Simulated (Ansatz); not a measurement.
## Geometry relaxation, with input and output: Cu (part 1 of 2)

The run: geometry relaxation of Cu (slab, 8 atoms in the cell). Method and program: DFT PBE, scalar-relativistic, plane waves, PAW, no spin polarisation (Ansatz 0.2.0).

The structure derives from a Materials Project entry. It belongs to a series of runs on one base structure; here: (0 0 1) slab, atoms relaxed.

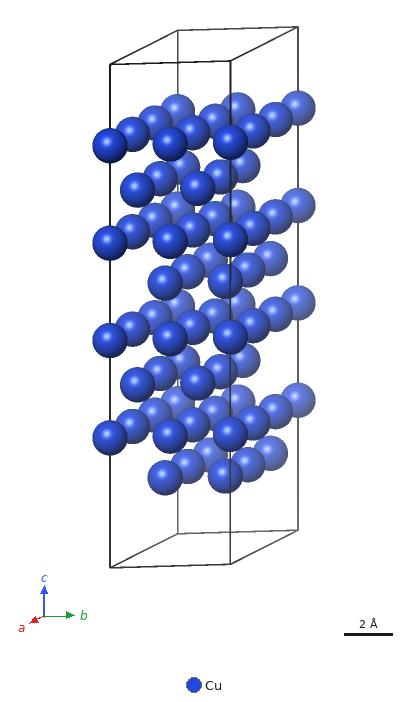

Fig. 1: The input geometry (spheres-only view of the 3 × 2 repeat of the cell, with the vacuum cut short, seen slightly off an axis). An atom can appear more than once, as a periodic image.

**The input**
```yaml
crystal:
  lattice:
    - [2.56704129, 0.0, 0.0]
    - [-1.283520645, 2.2231229697, 0.0]
    - [0.0, 0.0, 29.6764756522]
  atoms:
    - { symbol: Cu, position: [0.3333333333, 0.6666666667, 0.2527254276] }
    - { symbol: Cu, position: [0.0, 0.0, 0.3233753055] }
    - { symbol: Cu, position: [0.6666666667, 0.3333333333, 0.3940251833] }
    - { symbol: Cu, position: [0.0, 0.0, 0.4646750611] }
    - { symbol: Cu, position: [0.3333333333, 0.6666666667, 0.5353249389] }
    - { symbol: Cu, position: [0.0, 0.0, 0.6059748167] }
    - { symbol: Cu, position: [0.6666666667, 0.3333333333, 0.6766246945] }
    - { symbol: Cu, position: [0.0, 0.0, 0.7472745724] }
basis:
  ecutwfc: 420
kpoints:
  mp_grid: { grid: [15, 15, 1] }
hamiltonian:
  xc: pbe
scf:
  occupations: { method: gaussian, width: 0.1 }
output:
  forces: true
  eigenvalues: true
  write_density: true
  write_potential: true
  elf: true
  volumetric_format: npy
relax:
  adjacent_minimum: "off"
  f_tol: 0.02
  max_steps: 60
efield:
  axis: 3
  dipole_correction: true
  ramp_width: 0.04
```

Hardware: 1 thread of Intel Xeon @ 2.70GHz, 189 GiB of memory available, shared host.

Launched with:
```bash
ansatz run input.yaml --threads 1 --pin off --max-ram 2560MiB --backend cpu --events-out ev --progress --plain --runs-dir out
```

**The program's output**
```
Engine: ansatz 0.2.0, x86_64-unknown-linux-gnu
Pseudopotentials: kind: paw
Pseudopotential: Cu, paw, valence charge 19, recommended cutoff 420 eV (normal), Cu.paw.azcp
Functional definition: PBE
  parameter kappa = 0.804
  parameter beta = 0.06672455060314922
  exchange = pbe_x(kappa = kappa, mu = beta*pi^2/3)
  correlation = pbe_c(beta = beta)
Crystal: 8 atoms, lattice volume = 169.359 Å³
Basis set: ecut = 420 eV, 3357 PW (Γ), exchange–correlation on 36×36×400 points (8 copies of the dense FFT grid, shifted against one another)
Bands: 92, of which v1, the nominal top of the filled ones, is band 76 counted from 1 (75 counted from 0)
Symmetry: 6 space group operations
Space group: P3m1 (ITA 156), of the structure as read, at distance tolerance 5.5e-5 Å
k-points: 27 of 225 (time reversal used)
Non-local potential: Cu, projectors of the file, l = 0: 3, l = 1: 2, l = 2: 3, l = 3: 1
PAW form: soft (Blöchl's): semilocal exchange-correlation on the pseudo side does not see the compensation charge
PAW one-centre angular grid: Cu, 590 points (default); XC on 64 Gauss nodes
Initial density: superposition of atomic densities (neutral atoms: chi_scale 0, normalization atom), corrected by the library's trained network
Initial wavefunctions: pseudopotential atomic-orbital guess
Functional: x = pbe(κ = 0.804, μ = 0.2195149727645171), c = pbe(β = 0.06672455060314922)
SCF iter   1: F=—  HF=-53000.422149 eV  |F-HF|=—  |Δ(HF+E_count)|=         —  Δρ=1.69e-3  dr2=9.55e-2  ethr=1.77e-3  p=-0.000 e·Å  D=-1.73e-4 V/Å  ΔV_dip=0.01 eV  dr2_dipole=3.14e-3  V_vac-E_F(+/−)=4.73/4.72 eV  ⟨swp⟩=6.2  Hψ=9610  notcnv=0  defer=95
efield: sawtooth ramp at fractional position 0.9800 (placed from the atoms, in the widest stretch of the axis that holds none; the zero of the levels goes with the place), width 0.0400; the density the first Hamiltonian is built on has a dipole p = -0.000 e·Å; the dipole correction subtracts the counter field D = -1.73e-4 V/Å, which shifts the + side's vacuum level by +0.01 eV against the − side's; the planar-averaged density in the ramp window peaks in size at 1.0e-4 e/Å³
preconditioner: auto → LDOS  [metal: Δε(μ)=0.040 eV  Ē_g=9.189 eV  σ=0.100 eV  W_gap=0.22  n_scr=24 (ndim 8)  ℏωp=26.8 eV  f_vac=0.413  D(μ)=3.77/eV (n_scr^D=18)  β→1.0]
SCF iter   2: F=—  HF=-53000.424128 eV  |F-HF|=—  |Δ(HF+E_count)|=   1.98e-3  Δρ=2.70e-3  dr2=2.39e-2  ethr=6.28e-5  p=0.000 e·Å  D=1.61e-6 V/Å  ΔV_dip=-0.00 eV  dr2_dipole=9.48e-4  V_vac-E_F(+/−)=4.79/4.79 eV  ⟨swp⟩=2.3  Hψ=3444  notcnv=0  defer=143
SCF iter   3: F=—  HF=-53000.423749 eV  |F-HF|=—  |Δ(HF+E_count)|=   3.78e-4  Δρ=1.74e-3  dr2=7.78e-3  ethr=1.57e-5  p=-0.000 e·Å  D=-7.91e-5 V/Å  ΔV_dip=0.00 eV  dr2_dipole=1.10e-4  V_vac-E_F(+/−)=4.78/4.78 eV  ⟨swp⟩=2.0  Hψ=3204  notcnv=0  defer=143
SCF iter   4: F=—  HF=-53000.423181 eV  |F-HF|=—  |Δ(HF+E_count)|=   5.69e-4  Δρ=8.30e-4  dr2=1.94e-3  ethr=5.12e-6  p=0.000 e·Å  D=7.06e-5 V/Å  ΔV_dip=-0.00 eV  dr2_dipole=1.30e-4  V_vac-E_F(+/−)=4.80/4.80 eV  ⟨swp⟩=2.0  Hψ=3245  notcnv=0  defer=143
SCF iter   5: F=—  HF=-53000.423087 eV  |F-HF|=—  |Δ(HF+E_count)|=   9.40e-5  Δρ=1.90e-4  dr2=5.72e-5  ethr=1.28e-6  p=0.000 e·Å  D=6.76e-5 V/Å  ΔV_dip=-0.00 eV  dr2_dipole=4.73e-6  V_vac-E_F(+/−)=4.81/4.81 eV  ⟨swp⟩=2.1  Hψ=2985  notcnv=0  defer=143
SCF iter   6: F=—  HF=-53000.423107 eV  |F-HF|=—  |Δ(HF+E_count)|=   2.00e-5  Δρ=1.39e-4  dr2=2.76e-5  ethr=6.58e-9  p=0.000 e·Å  D=9.29e-5 V/Å  ΔV_dip=-0.00 eV  dr2_dipole=2.47e-6  V_vac-E_F(+/−)=4.82/4.82 eV  ⟨swp⟩=21.1  Hψ=29697  notcnv=0
iter 7 did not close the SCF: its close was put off until two iterations running show no level that it waits for move by more than its bar (scf_convergence_deferred on its scf_iter line)
SCF iter   7: F=-53000.423112 eV  HF=-53000.423112 eV  |F-HF|=2.01e-7  |Δ(HF+E_count)|=   5.60e-6  Δρ=2.66e-5  dr2=1.84e-6  ethr=6.58e-9  p=0.000 e·Å  D=9.78e-5 V/Å  ΔV_dip=-0.00 eV  dr2_dipole=5.62e-7  V_vac-E_F(+/−)=4.82/4.82 eV  ⟨swp⟩=13.6  Hψ=22777  notcnv=0
iter 8 did not close the SCF: its close was put off until two iterations running show no level that it waits for move by more than its bar (scf_convergence_deferred on its scf_iter line)
SCF iter   8: F=-53000.423113 eV  HF=-53000.423114 eV  |F-HF|=7.25e-7  |Δ(HF+E_count)|=   1.49e-6  Δρ=2.23e-5  dr2=9.39e-7  ethr=1.21e-9  p=0.000 e·Å  D=1.01e-4 V/Å  ΔV_dip=-0.00 eV  dr2_dipole=1.65e-7  V_vac-E_F(+/−)=4.82/4.82 eV  ⟨swp⟩=12.0  Hψ=20626  notcnv=0
iter 9 did not close the SCF: its close was put off until two iterations running show no level that it waits for move by more than its bar (scf_convergence_deferred on its scf_iter line)
SCF iter   9: F=-53000.423114 eV  HF=-53000.423114 eV  |F-HF|=9.65e-8  |Δ(HF+E_count)|=   9.95e-8  Δρ=7.43e-6  dr2=2.32e-7  ethr=6.18e-10  p=0.000 e·Å  D=1.02e-4 V/Å  ΔV_dip=-0.00 eV  dr2_dipole=9.30e-8  V_vac-E_F(+/−)=4.82/4.82 eV  ⟨swp⟩=11.9  Hψ=20198  notcnv=0
iter 10 did not close the SCF: its close was put off until two iterations running show no level that it waits for move by more than its bar (scf_convergence_deferred on its scf_iter line)
SCF iter  10: F=-53000.423114 eV  HF=-53000.423114 eV  |F-HF|=8.90e-8  |Δ(HF+E_count)|=   8.73e-8  Δρ=2.36e-6  dr2=2.58e-8  ethr=1.53e-10  p=0.000 e·Å  D=1.03e-4 V/Å  ΔV_dip=-0.00 eV  dr2_dipole=1.39e-8  V_vac-E_F(+/−)=4.82/4.82 eV  ⟨swp⟩=10.1  Hψ=17962  notcnv=0
SCF iter  11: F=-53000.423114 eV  HF=-53000.423114 eV  |F-HF|=1.32e-9  |Δ(HF+E_count)|=   1.01e-7  Δρ=2.43e-6  dr2=1.67e-8  ethr=1.70e-11  p=0.000 e·Å  D=1.03e-4 V/Å  ΔV_dip=-0.00 eV  dr2_dipole=9.65e-9  V_vac-E_F(+/−)=4.82/4.82 eV  ⟨swp⟩=9.1  Hψ=17206  notcnv=0
SCF 1 converged in 11 iterations: F = -53000.423114 eV  dr2 = 1.67e-8
  greatest PAW one-centre occupation: 1.000 electrons in one spin orbital (limit 2), on the Cu atom at site 7 (counted from 0), in its partial waves of l = 0
relax step   1: F+E_penalty+E_count = -53000.42311407 eV  Δ(F+E_penalty+E_count) = +0.000e0 eV  max|allowed force component| = 6.320e-2 eV/Å  Δτ_max = 0.0000 Å  (11 SCF iters, dr2 threshold 1.00e-5 eV, accepted)
Initial density: handed on by an earlier stage of this run
Initial wavefunctions: those handed on with the density
iter 1 solved again at ethr=3.67e-7 eV; its pass at ethr=3.10e-3 eV (dr2=5.58e-4 eV) is discarded
SCF iter   1: F=—  HF=-53000.424321 eV  |F-HF|=—  |Δ(HF+E_count)|=         —  Δρ=8.02e-4  dr2=5.71e-4  ethr=3.67e-7  p=0.000 e·Å  D=1.03e-4 V/Å  ΔV_dip=-0.00 eV  dr2_dipole=5.95e-6  V_vac-E_F(+/−)=4.82/4.82 eV  ⟨swp⟩=2.7  Hψ=7344  notcnv=0  defer=236
efield: sawtooth ramp at fractional position 0.9800 (handed on by an earlier solve), width 0.0400; the density the first Hamiltonian is built on has a dipole p = 0.000 e·Å; the dipole correction subtracts the counter field D = 1.03e-4 V/Å, which shifts the + side's vacuum level by -0.00 eV against the − side's; the planar-averaged density in the ramp window peaks in size at 4.4e-5 e/Å³
preconditioner: auto → LDOS  [metal: Δε(μ)=0.022 eV  Ē_g=9.244 eV  σ=0.100 eV  W_gap=0.13  n_scr=24 (ndim 8)  ℏωp=26.8 eV  f_vac=0.413  D(μ)=3.70/eV (n_scr^D=18)  β→1.0]
SCF iter   2: F=—  HF=-53000.424068 eV  |F-HF|=—  |Δ(HF+E_count)|=   2.53e-4  Δρ=2.61e-4  dr2=2.12e-4  ethr=3.67e-7  p=0.000 e·Å  D=1.30e-4 V/Å  ΔV_dip=-0.00 eV  dr2_dipole=1.31e-6  V_vac-E_F(+/−)=4.82/4.82 eV  ⟨swp⟩=2.0  Hψ=4093  notcnv=0  defer=236
SCF iter   3: F=—  HF=-53000.424042 eV  |F-HF|=—  |Δ(HF+E_count)|=   2.61e-5  Δρ=2.31e-4  dr2=6.42e-5  ethr=1.40e-7  p=0.000 e·Å  D=4.72e-5 V/Å  ΔV_dip=-0.00 eV  dr2_dipole=8.88e-6  V_vac-E_F(+/−)=4.82/4.82 eV  ⟨swp⟩=2.0  Hψ=3437  notcnv=0  defer=236
SCF iter   4: F=—  HF=-53000.424045 eV  |F-HF|=—  |Δ(HF+E_count)|=   3.44e-6  Δρ=1.04e-4  dr2=1.51e-5  ethr=4.23e-8  p=0.000 e·Å  D=8.50e-5 V/Å  ΔV_dip=-0.00 eV  dr2_dipole=2.04e-8  V_vac-E_F(+/−)=4.82/4.82 eV  ⟨swp⟩=2.3  Hψ=4115  notcnv=0  defer=236
SCF iter   5: F=—  HF=-53000.424044 eV  |F-HF|=—  |Δ(HF+E_count)|=   1.49e-6  Δρ=2.24e-5  dr2=2.02e-6  ethr=9.90e-9  p=0.000 e·Å  D=7.14e-5 V/Å  ΔV_dip=-0.00 eV  dr2_dipole=2.75e-7  V_vac-E_F(+/−)=4.82/4.82 eV  ⟨swp⟩=2.4  Hψ=3443  notcnv=0  defer=236
SCF iter   6: F=—  HF=-53000.424044 eV  |F-HF|=—  |Δ(HF+E_count)|=   6.77e-8  Δρ=1.28e-5  dr2=8.16e-7  ethr=1.33e-9  p=0.000 e·Å  D=6.25e-5 V/Å  ΔV_dip=-0.00 eV  dr2_dipole=1.17e-7  V_vac-E_F(+/−)=4.82/4.82 eV  ⟨swp⟩=2.0  Hψ=3704  notcnv=0  defer=236
SCF iter   7: F=-53000.424044 eV  HF=-53000.424044 eV  |F-HF|=1.24e-8  |Δ(HF+E_count)|=   4.08e-8  Δρ=3.31e-6  dr2=5.04e-8  ethr=6.58e-11  p=0.000 e·Å  D=5.78e-5 V/Å  ΔV_dip=-0.00 eV  dr2_dipole=3.07e-9  V_vac-E_F(+/−)=4.82/4.82 eV  ⟨swp⟩=14.8  Hψ=20839  notcnv=0
SCF 2 converged in 7 iterations: F = -53000.424044 eV  dr2 = 5.04e-8
relax step   2: F+E_penalty+E_count = -53000.42404382 eV  Δ(F+E_penalty+E_count) = -9.297e-4 eV  max|allowed force component| = 3.920e-2 eV/Å  Δτ_max = 0.0070 Å  (7 SCF iters, accepted)
SCF iter   1: F=—  HF=-53000.424988 eV  |F-HF|=—  |Δ(HF+E_count)|=         —  Δρ=1.03e-3  dr2=9.35e-4  ethr=6.19e-6  p=0.000 e·Å  D=5.78e-5 V/Å  ΔV_dip=-0.00 eV  dr2_dipole=2.03e-5  V_vac-E_F(+/−)=4.82/4.82 eV  ⟨swp⟩=2.9  Hψ=4603  notcnv=0  defer=237
efield: sawtooth ramp at fractional position 0.9800 (handed on by an earlier solve), width 0.0400; the density the first Hamiltonian is built on has a dipole p = 0.000 e·Å; the dipole correction subtracts the counter field D = 5.78e-5 V/Å, which shifts the + side's vacuum level by -0.00 eV against the − side's; the planar-averaged density in the ramp window peaks in size at 4.1e-5 e/Å³
preconditioner: auto → LDOS  [metal: Δε(μ)=0.021 eV  Ē_g=9.243 eV  σ=0.100 eV  W_gap=0.12  n_scr=24 (ndim 8)  ℏωp=26.8 eV  f_vac=0.413  D(μ)=3.71/eV (n_scr^D=18)  β→1.0]
SCF iter   2: F=—  HF=-53000.424554 eV  |F-HF|=—  |Δ(HF+E_count)|=   4.34e-4  Δρ=3.57e-4  dr2=3.37e-4  ethr=6.15e-7  p=0.000 e·Å  D=8.90e-5 V/Å  ΔV_dip=-0.00 eV  dr2_dipole=2.95e-6  V_vac-E_F(+/−)=4.81/4.82 eV  ⟨swp⟩=2.1  Hψ=4709  notcnv=0  defer=237
SCF iter   3: F=—  HF=-53000.424519 eV  |F-HF|=—  |Δ(HF+E_count)|=   3.46e-5  Δρ=3.24e-4  dr2=1.24e-4  ethr=2.22e-7  p=-0.000 e·Å  D=-3.70e-5 V/Å  ΔV_dip=0.00 eV  dr2_dipole=2.27e-5  V_vac-E_F(+/−)=4.82/4.81 eV  ⟨swp⟩=2.4  Hψ=4082  notcnv=0  defer=237
SCF iter   4: F=—  HF=-53000.424502 eV  |F-HF|=—  |Δ(HF+E_count)|=   1.74e-5  Δρ=9.64e-5  dr2=1.40e-5  ethr=8.15e-8  p=0.000 e·Å  D=1.37e-5 V/Å  ΔV_dip=-0.00 eV  dr2_dipole=4.65e-7  V_vac-E_F(+/−)=4.81/4.82 eV  ⟨swp⟩=2.0  Hψ=3375  notcnv=0  defer=237
SCF iter   5: F=—  HF=-53000.424537 eV  |F-HF|=—  |Δ(HF+E_count)|=   3.58e-5  Δρ=2.02e-5  dr2=2.33e-6  ethr=9.18e-9  p=-0.000 e·Å  D=-1.20e-6 V/Å  ΔV_dip=0.00 eV  dr2_dipole=7.54e-7  V_vac-E_F(+/−)=4.81/4.81 eV  ⟨swp⟩=2.3  Hψ=3391  notcnv=0  defer=237
SCF iter   6: F=—  HF=-53000.424538 eV  |F-HF|=—  |Δ(HF+E_count)|=   2.00e-7  Δρ=1.96e-5  dr2=1.19e-6  ethr=1.54e-9  p=-0.000 e·Å  D=-1.50e-5 V/Å  ΔV_dip=0.00 eV  dr2_dipole=2.88e-7  V_vac-E_F(+/−)=4.81/4.81 eV  ⟨swp⟩=2.0  Hψ=3219  notcnv=0  defer=237
SCF iter   7: F=-53000.424538 eV  HF=-53000.424538 eV  |F-HF|=3.34e-8  |Δ(HF+E_count)|=   5.62e-9  Δρ=3.93e-6  dr2=8.86e-8  ethr=6.58e-11  p=-0.000 e·Å  D=-2.00e-5 V/Å  ΔV_dip=0.00 eV  dr2_dipole=1.36e-8  V_vac-E_F(+/−)=4.81/4.81 eV  ⟨swp⟩=15.0  Hψ=21436  notcnv=0
SCF 3 converged in 7 iterations: F = -53000.424538 eV  dr2 = 8.86e-8
relax step   3: F+E_penalty+E_count = -53000.42453756 eV  Δ(F+E_penalty+E_count) = -4.937e-4 eV  max|allowed force component| = 6.027e-4 eV/Å  Δτ_max = 0.0093 Å  (7 SCF iters, accepted)
```

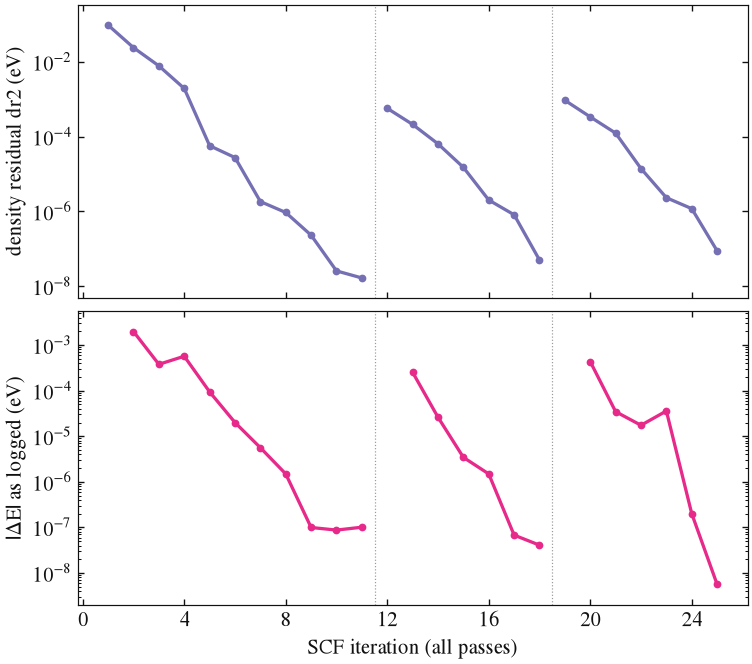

Fig. 2: Convergence of the self-consistent field: density residual dr2 and size of the energy change against the SCF iteration. The dotted lines part the SCF passes of the relaxation: geometry steps, rejected trials and re-solves on a re-selected basis. The passes take 11, 7 and 7 iterations.

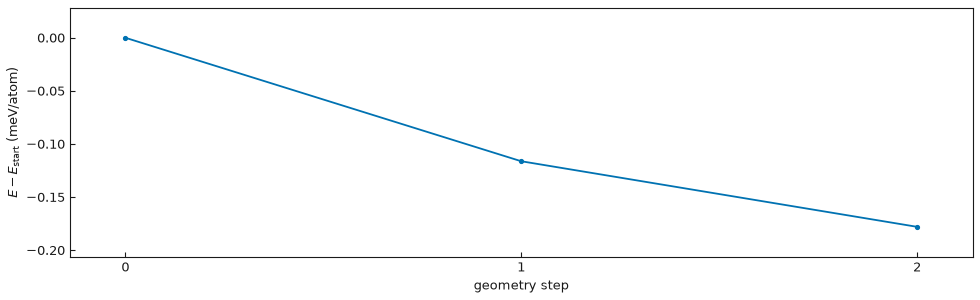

Fig. 3: Progress of the relaxation, step by step (the first geometry is step 0 here and step 1 in the log).

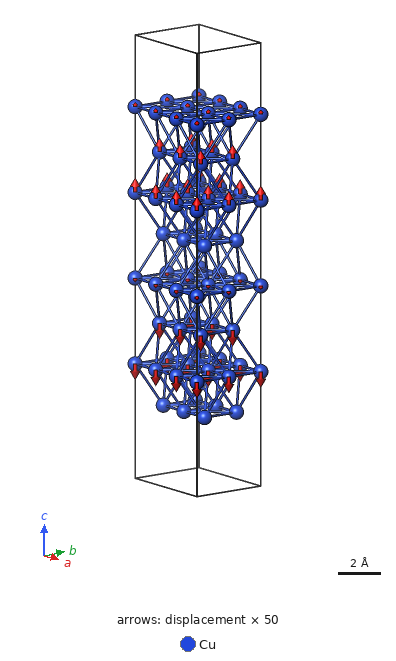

Fig. 4: The starting structure with the displacements as red arrows, magnified 50 times (ball-and-stick view of the 3 × 2 repeat of the cell, with the vacuum cut short, seen slightly off an axis). The largest moves, 0.016 Å, are those of Cu2 and Cu3. The cell stays as it was. Among the contacts that change: Cu1–Cu2 2.568 → 2.553 Å, Cu3–Cu4 2.568 → 2.577 Å, Cu7–Cu8 2.568 → 2.560 Å. The energy falls by 0.2 meV per atom in 2 geometry steps. The largest force component goes from 0.063 to 0.0006 eV/Å. (Atoms are counted from 1 in the order of the input.)
